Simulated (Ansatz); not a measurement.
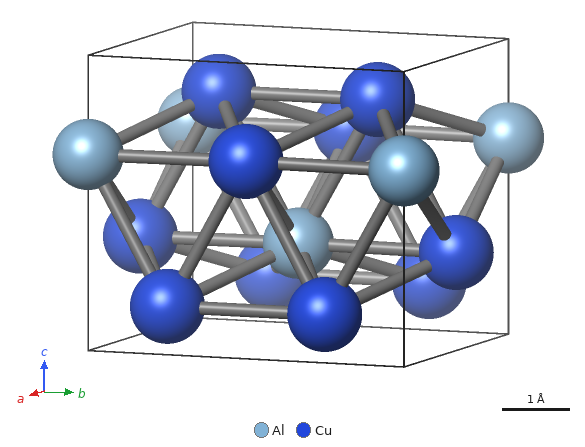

The figure gives a ball-and-stick picture of the atoms, viewed slightly off an axis. The parallelepiped is the simulation cell.

Input for the calculation:
```yaml
crystal:
  lattice:
    - [4.17564084, 0.0, 0.0]
    - [0.0, 5.1183211291, 0.0]
    - [0.0, 0.0, 4.4727201974]
  atoms:
    - { symbol: Al, position: [0.0, 0.0, 0.6642284137] }
    - { symbol: Al, position: [0.5, 0.5, 0.3357715863] }
    - { symbol: Cu, position: [0.0, 0.5, 0.6680840736] }
    - { symbol: Cu, position: [0.5, 0.0, 0.3319159264] }
    - { symbol: Cu, position: [0.0, 0.2510188885, 0.1639074248] }
    - { symbol: Cu, position: [0.0, 0.7489811115, 0.1639074248] }
    - { symbol: Cu, position: [0.5, 0.2489811115, 0.8360925752] }
    - { symbol: Cu, position: [0.5, 0.7510188885, 0.8360925752] }
basis:
  ecutwfc: 420
kpoints:
  mp_grid: { grid: [8, 8, 8] }
hamiltonian:
  xc: pbesol
scf:
  occupations: { method: gaussian, width: 0.15 }
output:
  forces: true
  stress: true
  eigenvalues: true
  write_density: true
  write_potential: true
  elf: true
  volumetric_format: npy
```
Run as:
```sh
ansatz run input.yaml --threads 2 --pin off --max-ram 5120MiB --backend cpu --events-out ev --progress --plain --runs-dir out
```

Level of theory and settings: DFT PBEsol, scalar-relativistic, plane waves, PAW in Ansatz 0.2.0, a 420 eV plane-wave basis, k-point mesh 8×8×8, Gaussian smearing of 0.15 eV, no spin polarisation.

### What is the electronic character?

A metal: bands cross the Fermi level.

### What is the pressure at this volume?

The computed pressure is 0.0 GPa, close to zero.

The structure comes from a structure listed in the Materials Project. Earlier steps of the study, as a rule a relaxation of our own, may have changed the cell and positions, so they can lie some per cent off the listed ones. A calculation with Ansatz used it as input.
